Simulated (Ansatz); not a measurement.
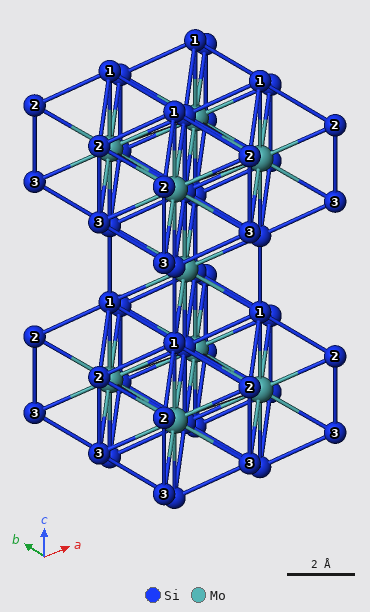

The starting point is solid Si2Mo (set up in I4/mmm). A ball-and-stick model of the cell of the calculation, seen from a free direction.

These are results of DFT PBE, scalar-relativistic, plane waves, PAW (Ansatz 0.2.0), not measurements. (plane-wave cutoff 420 eV; k-point mesh 12 × 12 × 6; occupations gaussian; smearing width 0.1 eV; no spin polarisation)

Change: Uniaxial strain along c, −4.5 %, is applied. The a and b axes and the atoms are relaxed.

The input:
```yaml
crystal:
  lattice:
    - [3.253036906, 0.0, 0.0]
    - [0.0, 3.253036906, 0.0]
    - [0.0, 0.0, 7.5187340833]
  atoms:
    - { symbol: Si, position: [0.0, 0.0, 0.3347834794] }
    - { symbol: Si, position: [0.5, 0.5, 0.1652165206] }
    - { symbol: Si, position: [0.5, 0.5, 0.8347834794] }
    - { symbol: Si, position: [0.0, 0.0, 0.6652165206] }
    - { symbol: Mo, position: [0.0, 0.0, 0.0] }
    - { symbol: Mo, position: [0.5, 0.5, 0.5] }
basis:
  ecutwfc: 420
kpoints:
  mp_grid: { grid: [12, 12, 6] }
hamiltonian:
  xc: pbe
scf:
  occupations: { method: gaussian, width: 0.1 }
output:
  forces: true
  stress: true
  eigenvalues: true
relax:
  adjacent_minimum: "off"
  f_tol: 0.008
  max_steps: 40
  cell: { stress_tol: 0.015, fix: [c, angles] }
```

Command:
```bash
ansatz run input.yaml --threads 1 --pin off --max-ram 2560MiB --backend cpu --events-out ev --progress --plain --runs-dir out
```

Q: What is the effect?

A: It costs 45.1 meV per atom. The pressure goes from 0.0 to 8.3 GPa. The principal stresses (compression positive) are 24.9 GPa along c and none across it. It is metallic before and after. Cell: a = b 3.217 → 3.244 Å (+0.8 %), c 7.873 → 7.519 Å (−4.5 %). Volume −2.9 %. No atom moves by more than 0.005 Å relative to the cell. Near-neighbour distances before and after: Mo–Si 2.638 → 2.517 Å, Si–Si 2.597 → 2.486 Å, Si–Si 2.640 → 2.624 Å, Mo–Si 2.619 → 2.609 Å. The space group stays I4/mmm (No. 139).

Drawn alike, the variant:

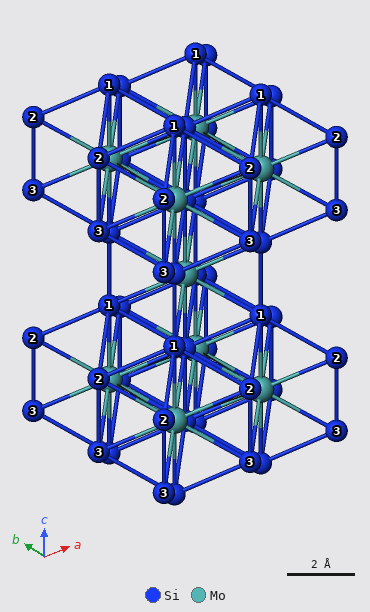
